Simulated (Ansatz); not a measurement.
# Phonons of BN (P6_3/mmc) against volume, part 2 of 3

Does BN (P6_3/mmc) expand much on heating, by its phonons?

Ansatz 0.2.0; DFT LDA, scalar-relativistic, plane waves, PAW; PAW set soft_1.

So far, highest frequency on the path or at a solved wavevector (cm⁻¹): step 2 (response at finite wavevector) 1617.

The database entry behind the starting cell differs from later determinations by our own check (about 0.3 % short, minor phase), so it need not match the best structure at ambient conditions.

## (3) Relaxing at another volume, volume ratio 0.97

The volume is scaled by 0.97 and held, while shape and atoms relax as far as symmetry allows. The modes can then be followed against volume.

The input, input.yaml:

```yaml
crystal:
  lattice:
    - [2.4632014281, 0.0, 0.0]
    - [-1.2316007141, 2.1331950114, 0.0]
    - [0.0, 0.0, 6.4266446272]
  atoms:
    - { symbol: B, position: [0.3333333333, 0.6666666667, 0.25] }
    - { symbol: B, position: [0.6666666667, 0.3333333333, 0.75] }
    - { symbol: "N", position: [0.3333333333, 0.6666666667, 0.75] }
    - { symbol: "N", position: [0.6666666667, 0.3333333333, 0.25] }
kpoints:
  mp_grid: { grid: [12, 12, 4] }
hamiltonian:
  xc: lda
  pseudopotentials: { kind: paw, azcp: { folder: soft_1 }, xc_functional: pbe }
scf:
  occupations: { method: fixed }
output:
  forces: true
  stress: true
  eigenvalues: true
  write_density: true
  write_potential: true
  elf: true
  volumetric_format: npy
relax:
  adjacent_minimum: "off"
  f_tol: 0.001
  max_steps: 60
  cell: { stress_tol: 0.01, fix: [volume] }
```

The run is started by

```bash
ansatz run input.yaml --threads 4 --pin off --max-ram 10240MiB --backend cpu --events-out ev --progress --plain --runs-dir out
```

Numbers of over 12 decimals in the logs are rounded to 6 here.

Output:

```text
[...]
Crystal: 4 atoms, lattice volume = 33.769 Å³
Basis set: ecut = 420 eV, 639 PW (Γ)
Bands: 12, of which v1, the nominal top of the filled ones, is band 8 counted from 1 (7 counted from 0)
Symmetry: 24 space group operations
[...]
k-points: 57 of 576
[...]
cell:  # Å, volume = 33.7687 Å³
    - [2.486421, 2.913964832593443e-11, 0.0]
    - [-1.243210, 2.153303, 0.0]
    - [0.0, 0.0, 6.307176]
  atoms:
    - { symbol: B, position: [0.333333, 0.666667, 0.25] }
    - { symbol: B, position: [0.666667, 0.333333, 0.75] }
    - { symbol: N, position: [0.333333, 0.666667, 0.75] }
    - { symbol: N, position: [0.666667, 0.333333, 0.25] }
[key lines of the parts left out:]
SCF converged after 5 iterations
Free energy (F): -1052.700412 eV
Fermi energy:    5.188914 eV
P = ⅓ Tr σ = 0.9896 GPa (9.896 kbar)
```

Wall time 3.1 s (4 threads of Arm Neoverse V2, shared host); peak memory 0.3 GiB; 10 s of CPU time.

Step by step:

```
step  energy less that of the first step (eV)  largest force component (eV/Å)  pressure (GPa)  volume (Å³)
   1                                   0.0000                          0.0000            8.27        33.77
   2                                  -0.0203                          0.0000            3.63        33.77
   3                                  -0.0233                          0.0000            1.10        33.77
   4                                  -0.0233                          0.0000            1.09        33.77
  5*                                  -0.0233                          0.0000            1.10        33.77
   6                                  -0.0233                          0.0000            0.95        33.77
   7                                  -0.0233                          0.0000            0.99        33.77
  8*                                  -0.0233                          0.0000            0.99        33.77
```

Relaxation steps marked * repeat the geometry before them on a plane-wave basis chosen anew for their cell, so energy and pressure can jump there.

The run keeps the 24 symmetry operations that it works with, so distortions that break them were not tested.

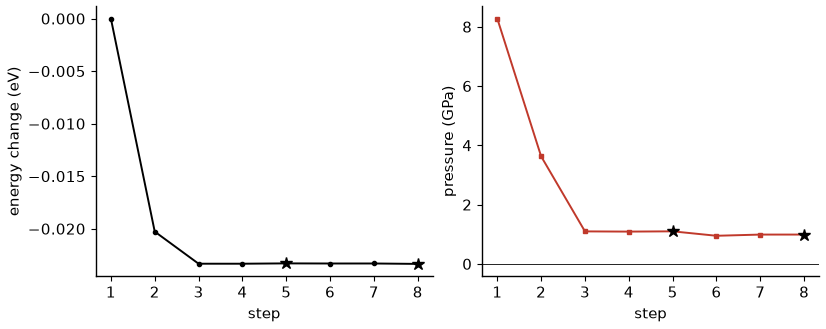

Energy and pressure along the relaxation. Stars mark steps on a basis chosen anew.

| conventional cell, symmetrised | before | after | change |
| --- | --- | --- | --- |
| a (Å) | 2.463 | 2.486 | +0.9 % |
| b (Å) | 2.463 | 2.486 | +0.9 % |
| c (Å) | 6.427 | 6.307 | -1.9 % |
| volume (Å³/atom) | 8.44 | 8.44 | -0.0 % |

Final coordinates:

```xyz
4
Lattice="2.4864 0.0000 0.0000 -1.2432 2.1533 0.0000 0.0000 0.0000 6.3072" Properties=species:S:1:pos:R:3 pbc="T T T"
B     0.0000    1.4355    1.5768
B     1.2432    0.7178    4.7304
N     0.0000    1.4355    4.7304
N     1.2432    0.7178    1.5768
```

This step gave:

- pressure: 0.9896 GPa
- gap on the k-mesh: 4.001 eV
- volume per atom: 8.442 Å³
- direct gap on mesh: 4.382 eV

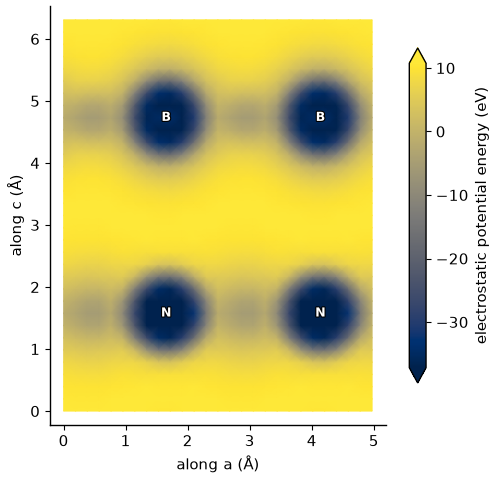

Electrostatic potential energy in the ac plane at fractional y = 0.333, with atoms of B and N within 0.2 Å of it. With pseudopotentials it is smooth inside the atoms' cores, unlike the true potential.

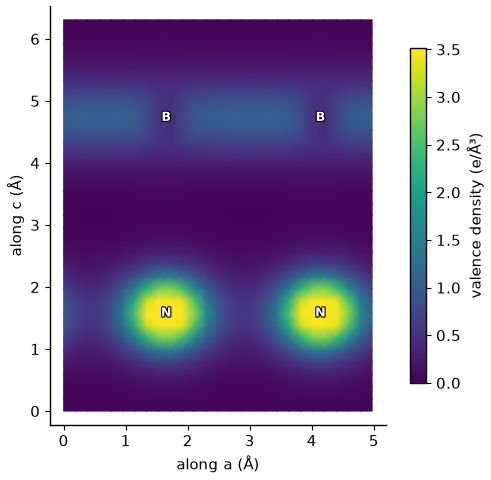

Valence density in the ac plane at fractional y = 0.333, with atoms of B and N within 0.2 Å of it. It is the smooth field of the valence electrons, not physical close to the nuclei.

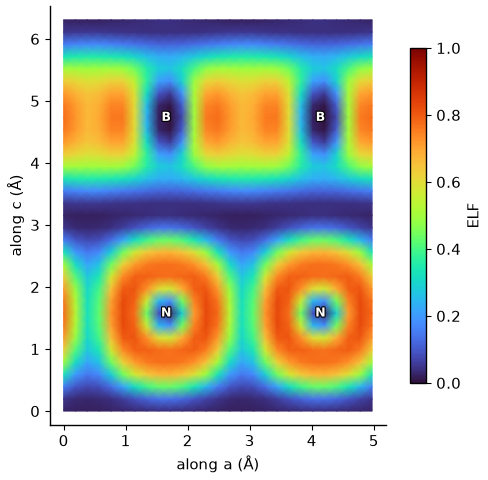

ELF in the ac plane at fractional y = 0.333, with atoms of B and N within 0.2 Å of it. It is the smooth field of the valence electrons, not physical close to the nuclei.

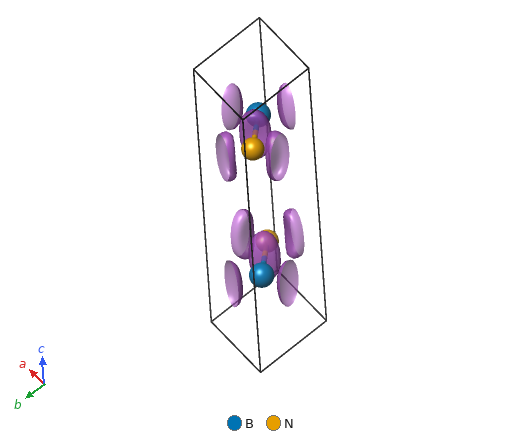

Surface of ELF = 0.84.

The cell shrank by 0.0 % in volume.

## (4) Phonons at the other volume, volume ratio 0.97

The phonons are repeated at this volume on the same k and q meshes.

The input, input.yaml:

```yaml
crystal:
  lattice:
    - [2.4864206601, 0.0, 0.0]
    - [-1.2432103301, 2.1533034561, 0.0]
    - [0.0, 0.0, 6.3071756997]
  atoms:
    - { symbol: B, position: [0.3333333333, 0.6666666667, 0.25] }
    - { symbol: B, position: [0.6666666667, 0.3333333333, 0.75] }
    - { symbol: "N", position: [0.3333333333, 0.6666666667, 0.75] }
    - { symbol: "N", position: [0.6666666667, 0.3333333333, 0.25] }
kpoints:
  mp_grid: { grid: [12, 12, 4] }
hamiltonian:
  xc: lda
  pseudopotentials: { kind: paw, azcp: { folder: soft_1 }, xc_functional: pbe }
scf:
  occupations: { method: fixed }
output:
  eigenvalues: true
phonons:
  method: dfpt
  dielectric: true
  rigid_motions: translations
  qmesh: [6, 6, 2]
  temperatures: { t_max: 1000, t_step: 50 }
  qpath:
    path:
      - [[0.0, 0.0, 0.0], [0.5, 0.0, 0.0], [0.33333333, 0.33333333, 0.0], [0.0, 0.0, 0.0], [0.0, 0.0, 0.5], [0.5, 0.0, 0.5], [0.33333333, 0.33333333, 0.5], [0.0, 0.0, 0.5]]
      - [[0.5, 0.0, 0.5], [0.5, 0.0, 0.0]]
      - [[0.33333333, 0.33333333, 0.5], [0.33333333, 0.33333333, 0.0]]
    npoints: 10
```

Output:

```text
[...]
Crystal: 4 atoms, lattice volume = 33.769 Å³
Basis set: ecut = 420 eV, 639 PW (Γ), exchange–correlation on 36×36×96 points (8 copies of the dense FFT grid, shifted against one another)
Bands: 12, of which v1, the nominal top of the filled ones, is band 8 counted from 1 (7 counted from 0)
Symmetry: 24 space group operations
k-points: 164 of 576 (irreducible under 2 space group operations, time reversal used)
[...]
SCF iter   1: F=—  HF=-1055.580052 eV  |F-HF|=—  |Δ(HF+E_count)|=         —  Δρ=1.52e-1  dr2=7.49e0  ethr=3.10e-3  ⟨swp⟩=5.0  Hψ=10347  notcnv=0  defer=202
[...]
SCF iter   9: F=-1052.700413 eV  HF=-1052.700413 eV  |F-HF|=4.55e-13  |Δ(HF+E_count)|=  4.14e-11  Δρ=6.33e-8  dr2=5.39e-13  ethr=1.00e-12  ⟨swp⟩=7.4  Hψ=12034  notcnv=0
SCF 1 converged in 9 iterations: F = -1052.700413 eV  dr2 = 5.39e-13
[...]
DFPT response loops at Γ: preconditioner auto → Resta (q_TF=auto, 2.409 Å⁻¹)  ε∞=3.9 (no band partly filled); β = 1.00, the filter's whole step (`scf.mixing.beta` (0.50) is not read by the response loops at its default; to damp them type it under 1.00, their step now; it binds the ground state too); Broyden in place of MSR1
NSCF: frozen V_eff on 57 k-points
[...]
SCF converged after 9 iterations
Free energy (F): -1052.700413 eV
[...]
Internal energy: -1052.700413 eV  (E = F + TS)
E sigma→0 (E₀):  -1052.700413 eV
Fermi energy:    5.188915 eV
[...]
--- Band table (eV; the first three rows and the last of 164) ---
  k-point 0: bands = [... 4 lower, 3.8266, 3.8266, 3.8867, 3.8867, 10.4814, 15.8919, 16.7449, 16.7449]
  k-point 1: bands = [... 4 lower, 3.8354, 3.8354, 3.8781, 3.8781, 11.3162, 15.0804, 16.7712, 16.7712]
  k-point 2: bands = [... 4 lower, 3.8566, 3.8566, 3.8566, 3.8566, 13.2078, 13.2078, 16.8364, 16.8364]
  k-point 163: bands = [... 4 lower, -0.7294, -0.7294, 3.9488, 3.9488, 10.7696, 10.7696, 17.2626, 17.2626]
--- Phonons (Γ-DFPT): 4 representative perturbations + reference, on 164 of 576 k-points (Σ response iterations 12) ---
  k mesh reduced under 2 symmetry operations, with k and −k counted as one. Each operation leaves every solved perturbation unchanged. A smaller set is not considered because the run solves the response to a homogeneous field
  ASR residual: 3.429e-5 → 0.000e0 eV/Å²; symmetrization residual: 7.312e-7 eV/Å²
  ASR residual per site (eV/Å²): 7.96e-6 7.96e-6 3.43e-5 3.43e-5
[...]
ε∞ (high-frequency dielectric tensor):
        4.987081    -0.000000     0.000000
       -0.000000     4.987081    -0.000000
        0.000000    -0.000000     3.014222
  ε⁰ (static dielectric tensor: ions relaxed, cell fixed):
        6.802683    -0.000000     0.000000
       -0.000000     6.802683    -0.000000
        0.000000    -0.000000     3.684290
  ε⁰ − ε∞ (ionic part):
        1.815602    -0.000000     0.000000
       -0.000000     1.815602    -0.000000
        0.000000    -0.000000     0.670067
  softest optical mode at Γ: 57.86 cm⁻¹; the repairs (sum rule, projections) moved no ω² at Γ by more than (0.94 cm⁻¹)²
  Born effective charges Z* (e; rows j = field, columns β = displacement):
    site 0:
         2.70932   -0.00000    0.00000
        -0.00000    2.70932    0.00000
         0.00000   -0.00000    0.87797
    site 1:
         2.70932   -0.00000    0.00000
        -0.00000    2.70932    0.00000
         0.00000   -0.00000    0.87797
    site 2:
        -2.70932    0.00000   -0.00000
         0.00000   -2.70932   -0.00000
        -0.00000    0.00000   -0.87797
    site 3:
        -2.70932    0.00000   -0.00000
         0.00000   -2.70932   -0.00000
        -0.00000    0.00000   -0.87797
  Z* charge neutrality: 5.745e-6 e pre-enforcement
  k-mesh period / interband length: 25.2 Å / 1.19 Å = 21.24 at k = (0.0000, 0.0000, 0.0000), direct gap 6.595 eV — 14 or more, which is no proof of convergence
  optical modes at Γ without the LO–TO term, one row a degenerate level:
      ω (cm⁻¹)  modes    IR ((D/Å)²/amu)
         57.86      2             0.0000
        137.28      1             0.0000
        741.28      1             5.8295
        809.93      1             0.0000
       1389.66      2           111.0248
       1389.81      2             0.0000
  optical modes at Γ + LO–TO along q̂ = [1.0000, 0.0000, 0.0000]:
      ω (cm⁻¹)  modes    IR ((D/Å)²/amu)
         57.86      2             0.0000
        137.28      1             0.0000
        741.28      1             5.8295
        809.93      1             0.0000
       1389.66      1            55.5124
       1389.81      2             0.0000
       1623.02      1            55.5124
  optical modes at Γ + LO–TO along q̂ = [0.0000, 1.0000, 0.0000]:
      ω (cm⁻¹)  modes    IR ((D/Å)²/amu)
         57.86      2             0.0000
        137.28      1             0.0000
        741.28      1             5.8295
        809.93      1             0.0000
       1389.66      1            55.5124
       1389.81      2             0.0000
       1623.02      1            55.5124
  optical modes at Γ + LO–TO along q̂ = [0.0000, 0.0000, 1.0000]:
      ω (cm⁻¹)  modes    IR ((D/Å)²/amu)
         57.86      2             0.0000
        137.28      1             0.0000
        809.93      1             0.0000
        819.54      1             5.8295
       1389.66      2           111.0248
       1389.81      2             0.0000
--- Phonons (arbitrary-q DFPT): 14 irreducible q on the 6×6×2 mesh ---
[...]
interpolated dispersion: 94 rows × 12 modes
[...]
```

Run time: 1.9 min. Hardware: 4 threads; peak memory 0.76 GiB.

Numbers from this step:

* sum-rule residual before enforcement: 3.43e-5 eV/Å²
* miss of the charge sum rule: 5.74e-6 e
* highest frequency on the path or at a solved wavevector: 1623 cm⁻¹
* mean frequency: 839.5 cm⁻¹
* Debye temperature (second moment): 1759 K
* logarithmic mean frequency: 689.3 cm⁻¹
* highest optical mode at the zone centre (no LO-TO term): 1390 cm⁻¹
* lowest optical zone-centre mode: 57.86 cm⁻¹
* mean high-frequency dielectric constant: 4.329
* largest Born charge (third of the trace): 2.099 e
* mean static dielectric constant: 5.763
* top of the zone-centre spectrum with the field: 1623 cm⁻¹
* lowest mode on the q mesh (acoustic modes at Γ apart): 40.77 cm⁻¹
* zero-point energy per atom: 156.1 meV
* heat capacity at 300 K: 9.874 J/(mol atoms K)
* vibrational entropy at 300 K: 7.322 J/(mol atoms K)

Frequencies (cm⁻¹) solved at each irreducible wavevector; negative means imaginary. Frequencies by wavevector, by row:

| q in reciprocal lattice units | star | mode 1 | mode 2 | mode 3 | mode 4 | mode 10 | mode 11 | mode 12 |
| --- | --- | --- | --- | --- | --- | --- | --- | --- |
| 0 0 0 | 1 | 0 | 0 | 0 | 57.9 | 1390 | 1390 | 1390 |
| 0 0 -0.5 | 1 | 40.8 | 40.8 | 40.8 | 40.8 | 1390 | 1390 | 1390 |
| 0 0.1667 0 | 6 | 68.4 | 139.1 | 292.9 | 298.8 | 1362 | 1477 | 1589 |
| 0 0.1667 -0.5 | 6 | 110 | 110 | 295.9 | 295.9 | 1361 | 1518 | 1518 |
| 0 0.3333 0 | 6 | 211.4 | 221.7 | 485.5 | 489.4 | 1312 | 1438 | 1478 |
| 0 0.3333 -0.5 | 6 | 217.6 | 217.6 | 487.4 | 487.4 | 1311 | 1457 | 1457 |
| 0 -0.5 0 | 3 | 320.9 | 321.2 | 547.9 | 551.6 | 1290 | 1313 | 1325 |
| 0 -0.5 -0.5 | 3 | 322.7 | 322.7 | 549.8 | 549.8 | 1290 | 1319 | 1319 |
| 0.1667 0.1667 0 | 6 | 163.3 | 184.6 | 522.6 | 527.4 | 1326 | 1457 | 1509 |
| 0.1667 0.1667 -0.5 | 6 | 175.2 | 175.2 | 524.9 | 524.9 | 1325 | 1481 | 1481 |
| 0.1667 0.3333 0 | 12 | 290.1 | 294.8 | 602.5 | 634.1 | 1300 | 1328 | 1347 |
| 0.1667 0.3333 -0.5 | 12 | 293.9 | 293.9 | 619.1 | 619.1 | 1298 | 1338 | 1338 |
| 0.3333 0.3333 0 | 2 | 327.4 | 327.4 | 575.4 | 575.4 | 1205 | 1303 | 1309 |
| 0.3333 0.3333 -0.5 | 2 | 329.6 | 329.6 | 575.2 | 575.2 | 1205 | 1306 | 1306 |

The highest optical mode at the zone centre (no LO-TO term) is 1389.8 cm⁻¹, +4.0 cm⁻¹ against the base run.

## (5) Relaxing at another volume, volume ratio 1.03

The volume is scaled by 1.03 and held, while shape and atoms relax as far as symmetry allows. The modes can then be followed against volume.

input.yaml, the sections that differ from step 4:

```yaml
crystal:
  lattice:
    - [2.5129764837, 0.0, 0.0]
    - [-1.2564882418, 2.176301474, 0.0]
    - [0.0, 0.0, 6.5565108208]
  atoms:
    - { symbol: B, position: [0.3333333333, 0.6666666667, 0.25] }
    - { symbol: B, position: [0.6666666667, 0.3333333333, 0.75] }
    - { symbol: "N", position: [0.3333333333, 0.6666666667, 0.75] }
    - { symbol: "N", position: [0.6666666667, 0.3333333333, 0.25] }
output:
  forces: true
  stress: true
  eigenvalues: true
relax:
  adjacent_minimum: "off"
  f_tol: 0.001
  max_steps: 60
  cell: { stress_tol: 0.01, fix: [volume] }
# kpoints, hamiltonian, scf: as in step 4
# phonons: removed
```

Output:

```text
[...]
Crystal: 4 atoms, lattice volume = 35.858 Å³
Basis set: ecut = 420 eV, 711 PW (Γ)
Bands: 12, of which v1, the nominal top of the filled ones, is band 8 counted from 1 (7 counted from 0)
Symmetry: 24 space group operations
[...]
k-points: 57 of 576
[...]
--- Relaxed structure (6 steps of the walk, 6 accepted, 2 SCFs on fresh bases) ---
[...]
cell:  # Å, volume = 35.8575 Å³
    - [2.489717, -2.8600321709680002e-11, 0]
    - [-1.244859, 2.156158, 0]
    - [0, 0, 6.679588]
  atoms:
    - { symbol: B, position: [0.333333, 0.666667, 0.25] }
    - { symbol: B, position: [0.666667, 0.333333, 0.750000] }
    - { symbol: N, position: [0.333333, 0.666667, 0.750000] }
    - { symbol: N, position: [0.666667, 0.333333, 0.25] }
[key lines of the parts left out:]
SCF converged after 5 iterations
Free energy (F): -1052.701005 eV
Fermi energy:    4.489522 eV
P = ⅓ Tr σ = -0.6738 GPa (-6.738 kbar)
```

Wall time 3 s (4 threads); peak memory 0.3 GiB; 10 s of CPU time.

Step by step:

```csv
step,energy less that of the first step (eV),largest force component (eV/Å),pressure (GPa),volume (Å³)
1,0.0000,0.0000,-7.22,35.86
2,-0.0182,0.0000,-3.22,35.86
3,-0.0210,0.0000,-0.81,35.86
4,-0.0210,0.0000,-0.83,35.86
5*,-0.0217,0.0000,-0.81,35.86
6,-0.0217,0.0000,-0.69,35.86
7,-0.0217,0.0000,-0.67,35.86
8*,-0.0217,0.0000,-0.67,35.86
```

Relaxation steps marked * repeat the geometry before them on a plane-wave basis chosen anew for their cell, so energy and pressure can jump there.

The run keeps the 24 symmetry operations that it works with, so distortions that break them were not tested.

```
conventional cell, symmetrised  before  after  change
                         a (Å)   2.513  2.490  -0.9 %
                         b (Å)   2.513  2.490  -0.9 %
                         c (Å)   6.557  6.680  +1.9 %
              volume (Å³/atom)    8.96   8.96  +0.0 %
```

This step gave:

* pressure: -0.6738 GPa
* gap on the k-mesh: 4.122 eV
* volume per atom: 8.964 Å³
* direct gap on mesh: 4.546 eV

The cell grew by 0.0 % in volume.

## (6) Phonons at the other volume, volume ratio 1.03

The phonons are repeated at this volume on the same k and q meshes.

The input, input.yaml:

```yaml
crystal:
  lattice:
    - [2.4897170041, 0.0, 0.0]
    - [-1.244858502, 2.1561581738, 0.0]
    - [0.0, 0.0, 6.6795877636]
  atoms:
    - { symbol: B, position: [0.3333333333, 0.6666666667, 0.25] }
    - { symbol: B, position: [0.6666666667, 0.3333333333, 0.75] }
    - { symbol: "N", position: [0.3333333333, 0.6666666667, 0.75] }
    - { symbol: "N", position: [0.6666666667, 0.3333333333, 0.25] }
kpoints:
  mp_grid: { grid: [12, 12, 4] }
hamiltonian:
  xc: lda
  pseudopotentials: { kind: paw, azcp: { folder: soft_1 }, xc_functional: pbe }
scf:
  occupations: { method: fixed }
output:
  eigenvalues: true
phonons:
  method: dfpt
  dielectric: true
  rigid_motions: translations
  qmesh: [6, 6, 2]
  temperatures: { t_max: 1000, t_step: 50 }
  qpath:
    path:
      - [[0.0, 0.0, 0.0], [0.5, 0.0, 0.0], [0.33333333, 0.33333333, 0.0], [0.0, 0.0, 0.0], [0.0, 0.0, 0.5], [0.5, 0.0, 0.5], [0.33333333, 0.33333333, 0.5], [0.0, 0.0, 0.5]]
      - [[0.5, 0.0, 0.5], [0.5, 0.0, 0.0]]
      - [[0.33333333, 0.33333333, 0.5], [0.33333333, 0.33333333, 0.0]]
    npoints: 10
```

Output:

```text
[...]
Crystal: 4 atoms, lattice volume = 35.858 Å³
Basis set: ecut = 420 eV, 677 PW (Γ), exchange–correlation on 36×36×96 points (8 copies of the dense FFT grid, shifted against one another)
Bands: 12, of which v1, the nominal top of the filled ones, is band 8 counted from 1 (7 counted from 0)
Symmetry: 24 space group operations
[...]
ω (cm⁻¹)  modes    IR ((D/Å)²/amu)
[...]
optical modes at Γ + LO–TO along q̂ = [0.0000, 0.0000, 1.0000]:
      ω (cm⁻¹)  modes    IR ((D/Å)²/amu)
[...]
812.51      1             0.0000
        818.81      1             4.1782
       1382.82      2             0.0000
       1382.99      2           110.6740
--- Phonons (arbitrary-q DFPT): 14 irreducible q on the 6×6×2 mesh ---
[...]
interpolated dispersion: 94 rows × 12 modes
[...]
[key lines of the parts left out:]
SCF converged after 9 iterations
Free energy (F): -1052.701006 eV
Fermi energy:    4.489522 eV
```

Elapsed: 1.9 min, on 4 threads; peak memory 0.8 GiB; 7.4 min of CPU time.

Numbers from this step:

* sum-rule residual before enforcement: 4.29e-5 eV/Å²
* miss of the charge sum rule: 5.12e-6 e
* highest frequency on the path or at a solved wavevector: 1612 cm⁻¹
* mean frequency: 836.3 cm⁻¹
* Debye temperature (second moment): 1754 K
* logarithmic mean frequency: 679.8 cm⁻¹
* highest optical mode at the zone centre (no LO-TO term): 1383 cm⁻¹
* lowest optical zone-centre mode: 43.09 cm⁻¹
* mean high-frequency dielectric constant: 4.102
* largest Born charge (third of the trace): 2.051 e
* mean static dielectric constant: 5.393
* top of the zone-centre spectrum with the field: 1612 cm⁻¹
* lowest mode on the q mesh (acoustic modes at Γ apart): 30.37 cm⁻¹
* zero-point energy per atom: 155.5 meV
* heat capacity at 300 K: 9.892 J/(mol atoms K)
* vibrational entropy at 300 K: 7.633 J/(mol atoms K)

The highest optical mode at the zone centre (no LO-TO term) is 1383.0 cm⁻¹, -2.8 cm⁻¹ against the base run.

(Continued in part 3 of 3.)

[Logs are printed without paths, hosts, clocks, repeated set-up lines and the standing remarks that a program may print on its own settings, such as how far it seeks lower states.]

[Hosts, paths, dates, database ids (printed as entryN), source tags and the programs' standing remarks are cut or masked in the printed files.]
